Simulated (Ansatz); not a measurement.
## MgS: band-structure calculation (part 1 of 2)

The run: band-structure calculation of MgS (R3m, 2 atoms in the cell). Method and program: DFT, HSE06, plane waves, PAW, no spin polarisation (Ansatz 0.2.0).

The structure was built on a prototype by a generator. The geometry comes from this level: r2SCAN (a point of a series of strains). It belongs to a series of runs on one base structure; here: epitaxial_111 strain -2.0%. Figures and captions count atoms from 1; the log counts them from 0 in places.

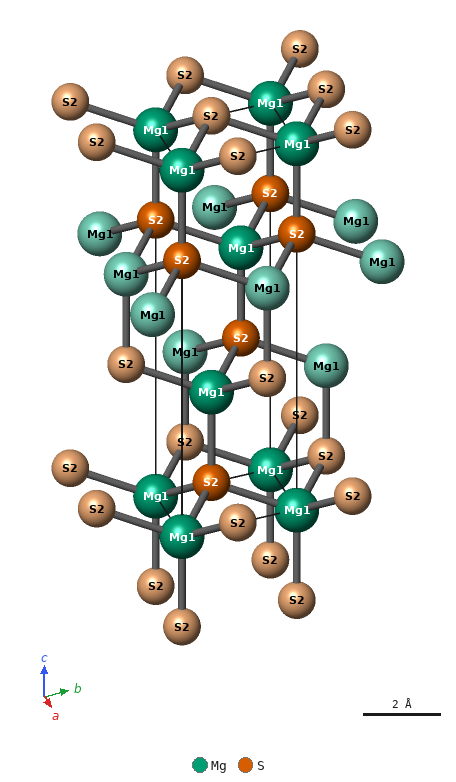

Fig. 1: The structure (ball-and-stick view of the cell 3 times as large as that of the calculation, set on its symmetry axes, seen slightly off an axis; neighbours outside the cell are drawn fainter; atoms are numbered from 1 in the order of the input). An atom can appear more than once, as a periodic image. Near neighbours in the periodic cell (some may lie outside the picture): Mg has 4 S at 2.43 to 2.45 Å; S has 4 Mg at 2.43 to 2.45 Å.

## Input
```yaml
crystal:
  lattice:
    - [0.06685126, 2.8411105644, 2.8411105644]
    - [2.8411105644, 0.06685126, 2.8411105644]
    - [2.8411105644, 2.8411105644, 0.06685126]
  atoms:
    - { symbol: Mg, position: [0.0022259132, 0.0022259132, 0.0022259132] }
    - { symbol: S, position: [0.2477740868, 0.2477740868, 0.2477740868] }
kpoints:
  mp_grid: { grid: [6, 6, 6] }
  band_path:
    path:
      - [0.0, 0.0, 0.0]
      - [-0.5, -0.5, 0.0]
      - [-0.375, -0.375, 0.25]
      - [-0.375, 0.0, 0.375]
      - [0.0, 0.0, 0.5]
      - [-0.5, -0.25, 0.25]
    npoints: 1
hamiltonian:
  xc: hse06
scf:
  occupations: { method: fixed }
  n_extra_bands: 4
output:
  forces: true
  stress: true
  eigenvalues: true
  write_density: true
  write_potential: true
  elf: true
  volumetric_format: npy
```

Machine: 1 × NVIDIA H100 80GB HBM3, 2 threads of AMD EPYC (Zen 3), 288 GiB of memory available, shared host.

## What the program printed
```
Warning: output.stress: scf.convergence.dr2_threshold = 1e-7 eV (the SCF's general default) is looser than the 2e-10 eV advised for a printed stress (1e-10 eV for each atom of the cell: 2). What an SCF threshold leaves in a stress goes as its square root, and in the free energy as the threshold itself, and one threshold admits the most on a small cell: of the crystals measured, under no hybrid functional and no lock of the moments, on runs that ended without the residual-converged pass, on stresses that held no estimate of that error, the worst erred by over 100 MPa in a component at 1e-7 eV an atom and by under 5 at 1e-10. Set scf.convergence.dr2_threshold to 2e-10 eV or tighter. The threshold is an SCF's pass mark: one that does not reach it within its budget of iterations ends unconverged, or closes short of it on a stop that the run arms, and scf.convergence.dr2_threshold's page says what that costs each kind of run
Warning: output.stress: scf.exx.energy_threshold = 1e-6 eV is looser than the 2e-8 eV advised for a stress under a hybrid functional (1e-8 eV for each atom of the cell: 2). Every SCF of the exchange loop can meet its threshold on dr2 while the loop round them stops early: no threshold on dr2 bounds what that leaves in the stress. Set scf.exx.energy_threshold to 2e-8 eV or tighter. The threshold is the loop's pass mark: a loop that does not reach it within its budget of cycles ends unconverged, and scf.exx.energy_threshold's page has the law
scf.n_extra_bands = 4 over 8 filled bands (N_el = 16.0): the run solves 12 bands
Engine: ansatz 0.2.0, x86_64-unknown-linux-gnu
Pseudopotentials: kind: paw
Pseudopotential: Mg, paw, valence charge 10, recommended cutoff 420 eV (normal), Mg.paw.azcp
Pseudopotential: S, paw, valence charge 6, recommended cutoff 420 eV (normal), S.paw.azcp
Functional definition: HSE06
  parameter a = 0.25
  parameter omega = 0.11/bohr
  exchange = pbe_x - a*pbe_x_sr(omega) + a*exact_x_sr(omega)
  correlation = pbe_c
davidson cushion auto → on  (no smearing: the cushion is to keep the highest requested band from converging to the state above it; pin scf.eigensolver.cushion to override)
Crystal: 2 atoms, lattice volume = 44.248 Å³
Basis set: ecut = 420 eV, 875 PW (Γ), exchange–correlation on 54×54×54 points (8 copies of the dense FFT grid, shifted against one another)
Bands: 12, of which v1, the nominal top of the filled ones, is band 8 counted from 1 (7 counted from 0)
Symmetry: 6 space group operations
Space group: R3m (ITA 160), of the structure as read, at distance tolerance 3.5e-5 Å
k-points: 32 of 216 (time reversal used)
Non-local potential: Mg, projectors of the file, l = 0: 3, l = 1: 2, l = 2: 1
Non-local potential: S, projectors of the file, l = 0: 2, l = 1: 2, l = 2: 2
PAW form: soft (Blöchl's): semilocal exchange-correlation on the pseudo side does not see the compensation charge
PAW frozen core: Mg, regenerated for the run's functional, and the local potential with it (the file was generated under x = pbe(κ = 0.804, μ = 0.2195149727645171), c = pbe(β = 0.06672455060314922))
PAW frozen core: S, regenerated for the run's functional, and the local potential with it (the file was generated under x = pbe(κ = 0.804, μ = 0.2195149727645171), c = pbe(β = 0.06672455060314922))
PAW one-centre angular grid: Mg, 110 points (default); XC on 96 Gauss nodes
PAW one-centre angular grid: S, 110 points (default); XC on 64 Gauss nodes
Initial density: superposition of atomic densities (neutral atoms: chi_scale 0, normalization atom), corrected by the library's trained network
Initial wavefunctions: pseudopotential atomic-orbital guess
Functional: x = pbe(κ = 0.804, μ = 0.2195149727645171), c = pbe(β = 0.06672455060314922), warm-up for x = pbe(κ = 0.804, μ = 0.2195149727645171) + 0.25 (exact − pbe) at short range (hse, ω = 0.20786987370883472 Å⁻¹), c = pbe(β = 0.06672455060314922); HSE06 as pw.x's `hse` composes it (authors' and Libxc's form: `xc: wpbeh`)
SCF iter   1: F=—  HF=-2828.694395 eV  |F-HF|=—  |Δ(HF+E_count)|=         —  Δρ=6.20e-4  dr2=2.29e-4  ethr=1.77e-3  ⟨swp⟩=2.0  Hψ=3001  notcnv=0
preconditioner: auto → none  [insulator: Δε(μ)=3.481 eV  Ē_g=11.248 eV  n_scr=14 (ndim 8)  ℏωp=15.8 eV  f_vac=0.015]
iter 2 solved again at ethr=8.51e-8 eV; its pass at ethr=1.43e-6 eV (dr2=1.36e-5 eV) is discarded
SCF iter   2: F=-2828.694151 eV  HF=-2828.694142 eV  |F-HF|=8.58e-6  |Δ(HF+E_count)|=   2.53e-4  Δρ=2.02e-4  dr2=1.36e-5  ethr=8.51e-8  ⟨swp⟩=2.2  Hψ=2105  notcnv=0
SCF 1 stopped early in 2 iterations: F = -2828.694151 eV  dr2 = 1.36e-5
  greatest PAW one-centre occupation: 1.000 electrons in one spin orbital (limit 2), on the Mg atom at site 0 (counted from 0), in its partial waves of l = 0
Initial density: handed on by an earlier stage of this run
Initial wavefunctions: those handed on with the density
Functional: x = pbe(κ = 0.804, μ = 0.2195149727645171) + 0.25 (exact − pbe) at short range (hse, ω = 0.20786987370883472 Å⁻¹), c = pbe(β = 0.06672455060314922); HSE06 as pw.x's `hse` composes it (authors' and Libxc's form: `xc: wpbeh`)
Exchange kernel: α = 0.2500, screened, ω = 0.2079 Å⁻¹, Wigner–Seitz truncation, v(0) = 1046.5955 eV·Å³, q-mesh 6×6×6, nearest image of the exchange supercell L = 23.54 Å, pair-density grid 15×15×15, without the augmentation charges, whose exchange is taken in its separable form by FFT convolution over the k-point mesh (sized by the pseudopotential files, 24×24×24 at the most), smooth part of the exact exchange by density-matrix convolution in up to 2.17 GiB of GPU memory as planned if the GPU has room (build and FFT work areas not counted)
Frozen-core exchange: fock
SCF iter   1: F=—  HF=-2829.711926 eV  |F-HF|=—  |Δ(HF+E_count)|=         —  Δρ=3.64e-3  dr2=3.01e-3  ethr=8.49e-7  ⟨swp⟩=7.6  Hψ=2075  notcnv=0
preconditioner: auto → none  [insulator: Δε(μ)=4.516 eV  Ē_g=12.833 eV  n_scr=14 (ndim 8)  ℏωp=15.8 eV  f_vac=0.016]
SCF iter   2: F=—  HF=-2829.710231 eV  |F-HF|=—  |Δ(HF+E_count)|=   1.70e-3  Δρ=1.38e-3  dr2=7.56e-4  ethr=8.49e-7  ⟨swp⟩=3.0  Hψ=1280  notcnv=0
SCF iter   3: F=—  HF=-2829.710067 eV  |F-HF|=—  |Δ(HF+E_count)|=   1.64e-4  Δρ=1.78e-4  dr2=1.99e-4  ethr=8.49e-7  ⟨swp⟩=3.0  Hψ=1263  notcnv=0
SCF iter   4: F=—  HF=-2829.712093 eV  |F-HF|=—  |Δ(HF+E_count)|=   2.03e-3  Δρ=3.07e-4  dr2=3.01e-5  ethr=5.65e-8  ⟨swp⟩=4.2  Hψ=1667  notcnv=0
SCF iter   5: F=—  HF=-2829.712082 eV  |F-HF|=—  |Δ(HF+E_count)|=   1.11e-5  Δρ=4.44e-5  dr2=2.58e-6  ethr=5.65e-8  ⟨swp⟩=3.0  Hψ=1275  notcnv=0
SCF iter   6: F=-2829.712100 eV  HF=-2829.712100 eV  |F-HF|=1.81e-7  |Δ(HF+E_count)|=   1.79e-5  Δρ=3.70e-5  dr2=5.85e-7  ethr=4.44e-9  ⟨swp⟩=4.1  Hψ=1398  notcnv=0
SCF 2 stopped early in 6 iterations: F = -2829.712100 eV  dr2 = 5.85e-7
  Residual-converged pass: ⟨swp⟩=3.0  Hψ=980  notcnv=0  max |occ|·‖R‖ = 5.6e-6 eV (tolerance 6.7e-6 eV)  dr2=5.85e-7  dr2_onsite=6.08e-8  max |Δocc| = 0.0e0
hybrid outer 1: dexx = +2.198e-3 eV, tail = 2.06e-5 eV
Exchange kernel: α = 0.2500, screened, ω = 0.2079 Å⁻¹, Wigner–Seitz truncation, v(0) = 1046.5955 eV·Å³, q-mesh 6×6×6, nearest image of the exchange supercell L = 23.54 Å, pair-density grid 15×15×15, without the augmentation charges, whose exchange is taken in its separable form by FFT convolution over the k-point mesh (sized by the pseudopotential files, 24×24×24 at the most), smooth part of the exact exchange by density-matrix convolution in up to 2.17 GiB of GPU memory as planned if the GPU has room (build and FFT work areas not counted)
Frozen-core exchange: fock
SCF iter   1: F=—  HF=-2829.712028 eV  |F-HF|=—  |Δ(HF+E_count)|=         —  Δρ=3.02e-5  dr2=3.54e-7  ethr=6.44e-7  ⟨swp⟩=2.0  Hψ=896  notcnv=0
preconditioner: auto → none  [insulator: Δε(μ)=4.558 eV  Ē_g=12.842 eV  n_scr=14 (ndim 8)  ℏωp=15.8 eV  f_vac=0.024]
SCF iter   2: F=—  HF=-2829.712028 eV  |F-HF|=—  |Δ(HF+E_count)|=   1.39e-7  Δρ=9.35e-6  dr2=2.46e-8  ethr=2.10e-9  ⟨swp⟩=3.3  Hψ=1294  notcnv=0
SCF iter   3: F=—  HF=-2829.712028 eV  |F-HF|=—  |Δ(HF+E_count)|=   9.02e-8  Δρ=3.39e-6  dr2=3.80e-9  ethr=7.53e-11  ⟨swp⟩=4.2  Hψ=1378  notcnv=0
SCF iter   4: F=-2829.712028 eV  HF=-2829.712028 eV  |F-HF|=3.68e-11  |Δ(HF+E_count)|=   2.90e-9  Δρ=3.95e-7  dr2=1.14e-10  ethr=1.89e-11  ⟨swp⟩=3.0  Hψ=1252  notcnv=0
SCF 3 converged in 4 iterations: F = -2829.712028 eV  dr2 = 1.14e-10
  Residual-converged pass: ⟨swp⟩=2.8  Hψ=813  notcnv=0  max |occ|·‖R‖ = 4.4e-7 eV (tolerance 4.4e-7 eV)  dr2=1.15e-10  dr2_onsite=5.44e-12  max |Δocc| = 0.0e0
```

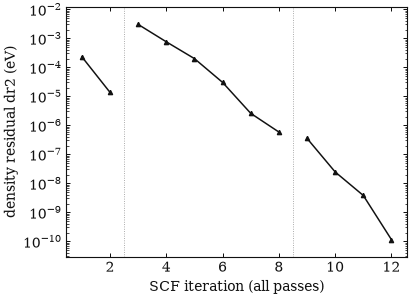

Fig. 2: Convergence of the self-consistent field: density residual dr2 against the SCF iteration. The run starts with a semilocal functional; after that each stretch between dotted lines is one SCF of the hybrid functional between two exact rebuilds of the exchange operator by the outer loop. Early passes are stopped at a loose threshold. The passes take 2, 6 and 4 iterations.

```
hybrid outer 2: dexx = +7.513e-8 eV, tail = 7.26e-9 eV, Δε = 1.37e-3 eV (about 5.18e-5 eV left of the loop's levels), ΔF = 3.30e-4 eV/Å (tail 1.79e-4)
NSCF: frozen V_eff on 6 k-points
hybrid SCF converged: 2 outer / 10 inner (+2 warm-up), last move |dexx| = 7.51e-8 eV, tail = 7.26e-9 eV
Stability not checked: this state was not tested for a lower state beside it, because the functional holds exact exchange (a hybrid, or Hartree-Fock), whose exchange loop this test does not read (fock_operator; see scf.lower_state_search)
Free energy (F): -2829.712028 eV
Frozen-core exchange: fock
Harris-Foulkes:  -2829.712028 eV  (|F-HF|=3.68e-11)
Internal energy: -2829.712028 eV  (E = F + TS)
E sigma→0 (E₀):  -2829.712028 eV
Fermi energy:    2.694228 eV
--- Per-component energies (eV) ---
  E_band       = -408.116329
  E_kinetic    = 184.570306
  E_local      = -1872.499698  (includes V_loc(G=0)·N_el)
  E_nonlocal   = 122.867179
  E_hartree    = 679.175707
  E_xc         = -102.723691
  E_vxc        = -101.825370  (∫ρ·V_xc dr)
  E_exx        = -62.998443  (= α·E_x^exact, valence–valence)
  E_paw        = -854.834605  (= ΣΔE_a)
  E_vpaw       = 26.416607  (= ΣTr[D̂ρ^β])
  E_aug_tail   = -0.000001  (compensation charges beyond the density's cutoff)
  E_ewald      = -923.140553
  E_core_change = -0.128230  (= ΣΔE_core)
  E_smearing   = -0.000000  (= −TS)
  E_closure    = -0.000000  (closes the sum)
  Σ components = -2829.712028   (vs F -2829.712028, Δ=0.00e0)
--- Forces (eV/Å), atoms counted from 1 ---
  atom   1  Mg    -0.00072605    -0.00072605    -0.00072605
  atom   2  S      0.00071380     0.00071380     0.00071380
  max |Σ_I F_I| component: 1.23e-5 eV/Å
--- Stress (GPa, compression-positive) ---
        1.566937      -0.775802      -0.775802
       -0.775802       1.566937      -0.775802
       -0.775802      -0.775802       1.566937
  P = ⅓ Tr σ = 1.5669 GPa (15.669 kbar)
--- Band table (eV; the first three rows and the last of 32) ---
```
